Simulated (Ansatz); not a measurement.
Consider PbO$_{2}$.

Space group P4_2/mnm; the calculation finds a residual pressure of about 9 GPa at this fixed cell.

```yaml
crystal:
  lattice:
    - [4.95770, 0.00000, 0.00000]
    - [0.00000, 4.95770, 0.00000]
    - [0.00000, 0.00000, 3.38790]
  atoms:
    - { symbol: Pb, position: [0.00000, 0.00000, 0.00000] }
    - { symbol: Pb, position: [0.50000, 0.50000, 0.50000] }
    - { symbol: O, position: [0.30720, 0.30720, 0.00000] }
    - { symbol: O, position: [0.19280, 0.80720, 0.50000] }
    - { symbol: O, position: [0.69280, 0.69280, 0.00000] }
    - { symbol: O, position: [0.80720, 0.19280, 0.50000] }
```

All numbers below come from DFT PBE, scalar-relativistic, plane waves, PAW (Ansatz 0.2.0).

Q: How does the converged density differ from a superposition of free atoms?

A: O–Pb (2.15 Å): Δρ is +0.005 e/Å³ at the midpoint (close to a masked core, so read it with care). Pb–Pb (3.39 Å): Δρ is −0.03 e/Å³ at the midpoint. Over the whole cell, outside the masked cores, the largest gain lies at the edge of the masked core of O, and the largest loss lies at the edge of the masked core of Pb. In all about 0.32 e an atom is rearranged against the free atoms. Bader charges: Pb +2.10 and O −1.05 e.

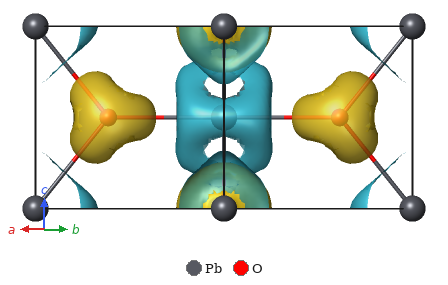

Computed deformation density: yellow surfaces at +0.08 and cyan ones at −0.08 e/Å³, in the conventional cell seen along [110] (the regions close to the nuclei are left out).

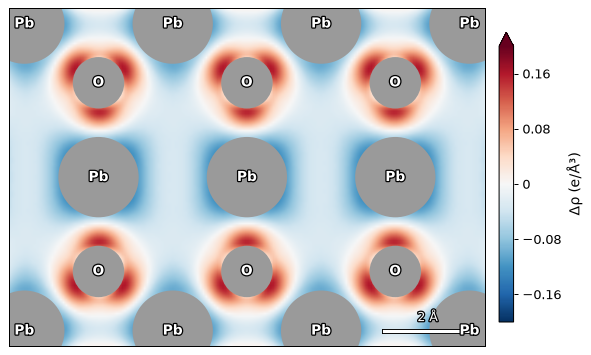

Computed deformation density: a map on the (11̄0) plane of the conventional cell, with grey discs over the atomic cores.

Cores are masked to 0.9 Å (Pb) and 0.6 Å (O).

Core electrons are frozen (PAW), so the fields are smoothed inside the atomic spheres.
